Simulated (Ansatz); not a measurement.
## TaSi₂ (P6_222): the states at the Fermi level

Input

```yaml
crystal:
  lattice:
    - [4.78, 0.0, 0.0]
    - [-2.39, 4.13960143, 0.0]
    - [0.0, 0.0, 6.564]
  atoms:
    - { symbol: Ta, position: [0.5, 0.0, 0.5] }
    - { symbol: Ta, position: [0.5, 0.5, 0.83333333] }
    - { symbol: Ta, position: [0.0, 0.5, 0.16666667] }
    - { symbol: Si, position: [0.16665, 0.3333, 0.5] }
    - { symbol: Si, position: [0.83335, 0.16665, 0.83333333] }
    - { symbol: Si, position: [0.6667, 0.83335, 0.16666667] }
    - { symbol: Si, position: [0.83335, 0.6667, 0.5] }
    - { symbol: Si, position: [0.16665, 0.83335, 0.83333333] }
    - { symbol: Si, position: [0.3333, 0.16665, 0.16666667] }
basis:
  ecutwfc: 420
kpoints:
  mp_grid: { grid: [12, 12, 6] }
hamiltonian:
  xc: pbe
scf:
  occupations: { method: gaussian, width: 0.05 }
output:
  forces: true
  eigenvalues: true
  eigenstates:
    nscf_kmesh: { grid: [24, 24, 16] }
    top_band: c6
    de_dk: true
    localisation: true
  stress: true
checkpoint:
  write: ck
  compress: false
  write_wavefunctions: false
  write_every: 100000
```

Run with:

```sh
ansatz run input.yaml --threads 4 --pin off --max-ram 9216MiB --backend cpu --events-out ev --progress --plain --runs-dir out
```

Method: DFT PBE, scalar-relativistic, plane waves, PAW; levels and slopes on a dense k mesh at the converged density (Ansatz 0.2.0). No spin polarisation. k mesh for the levels: 24×24×16. Cell and positions as given, without relaxation (residual pressure 4 GPa, largest force 0.8 eV/Å).

### 1. The sheets

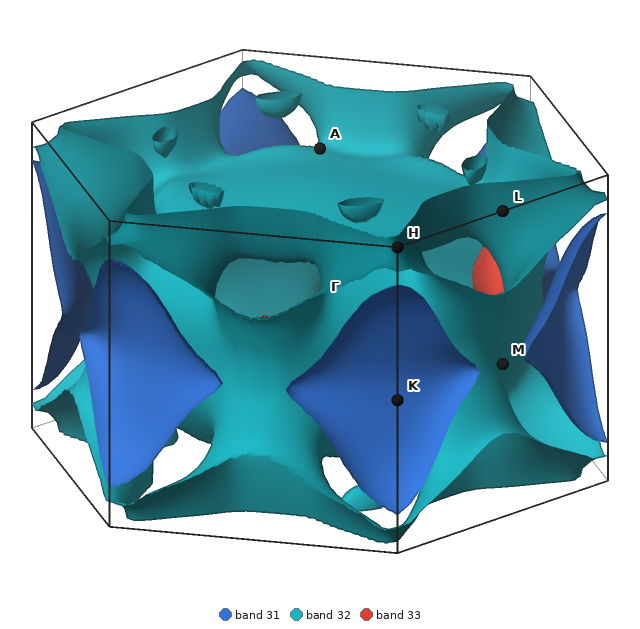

Computed Fermi surface of this crystal. Each colour is one band. The brighter face of a sheet looks towards empty states.

**What does each sheet look like, and where are the electron and hole pockets?**

Three bands cross the Fermi level; this is a three-dimensional metal.

Band 31: two hole pockets centred at K (each 3.3 % of the zone).
Band 32: an open network that joins neighbouring zones in all directions (the band is filled at Γ, H and L and empty at A, K and M) and specks under 0.04 % of the zone, which the mesh doesn't resolve and which may come from the interpolation.
Band 33: two electron pockets on the Γ–M line (each 0.27 % of the zone) and four electron pockets on the Γ–M line (each 0.26 % of the zone).
A pocket cut by a face of the zone is counted once with the part on the opposite face.
The shape of the surface of band 31 and band 32 changes its kind within 0.04 eV of this level, so small parts may appear, vanish, join or separate.

**How large are the density of states and the plasma frequency?**

The density of states at the Fermi level is 5.0 states/eV per primitive cell. The intraband plasma frequencies along the cartesian axes x, y and z of the cell as given are 3.3, 3.3 and 3.9 eV.

### 2. Speeds

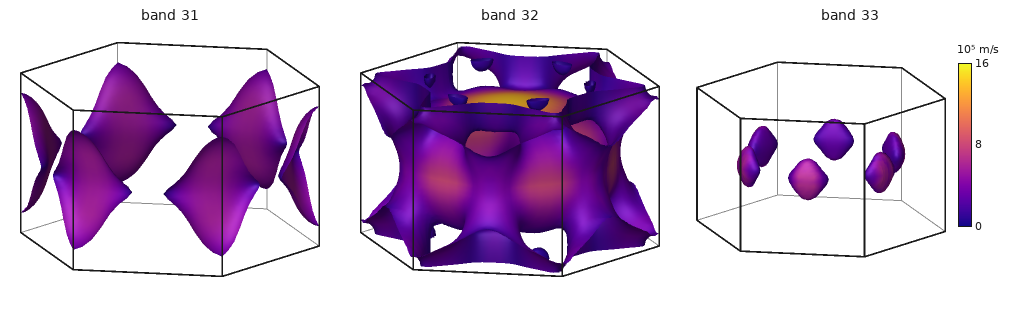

Fermi surface of this crystal, coloured by the Fermi speed.

**Give the range and mean of the Fermi speed for each band.**

Band 31: 2.7 to 5.7 × 10⁵ m/s over most of the sheet, 4.3 × 10⁵ m/s on average over states. Band 32: 1.4 to 13 × 10⁵ m/s over most of the sheet, 2.9 × 10⁵ m/s on average over states. Band 33: 1.9 to 6.8 × 10⁵ m/s over most of the sheet, 3.4 × 10⁵ m/s on average over states.

**Which of these bands adds most to the density of states at the Fermi level?**

Band 32, with 3.8 of 5.0 states/eV per cell.

### 3. Weight on the atoms

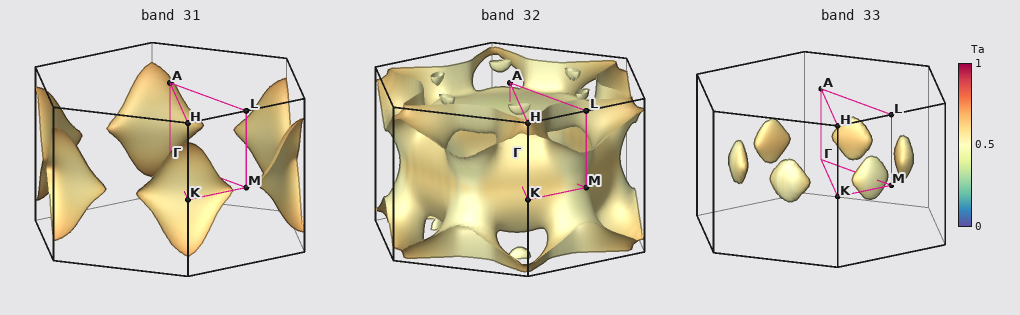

Fermi surface of this crystal, coloured by the weight of the states on Ta (Voronoi cells).

**On which elements do the states at the Fermi level lie?**

Band 31: Ta (61 %) and Si (39 %). Band 32: Ta (54 %) and Si (46 %). Band 33: Ta (58 %) and Si (42 %).

### 4. Cuts and bands

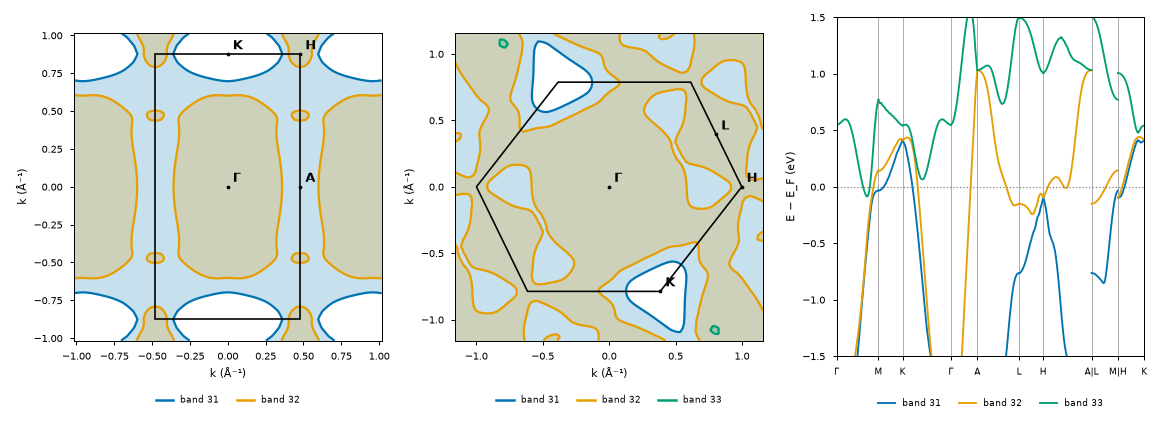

This crystal: cuts through the Fermi surface in the plane through Γ, A and K and the plane through Γ, H and L, filled states shaded, and the bands that cross the Fermi level.

**For each band, read its level at the labelled points (eV from the Fermi level).**

```json
{"band": "band 31", "Γ": "below", "A": "below", "K": "+0.41", "H": "−0.10", "M": "−0.03", "L": "−0.76"}
{"band": "band 32", "Γ": "below", "A": "+1.03", "K": "+0.41", "H": "−0.10", "M": "+0.14", "L": "−0.15"}
{"band": "band 33", "Γ": "+0.55", "A": "+1.03", "K": "+0.54", "H": "+1.01", "M": "+0.77", "L": "above"}
```

Negative values are filled states; "above" and "below" lie outside the plotted window.

Spin-orbit coupling is left out; with Ta it can split, shift or remove sheets. Necks and pockets thinner than about two mesh steps aren't resolved, so separate pockets may in truth be joined.

Time for the whole run: 32 s on 4 threads of Intel(R) Xeon(R) 6975P-C (Granite Rapids) (shared host), peak memory 1.4 GiB.
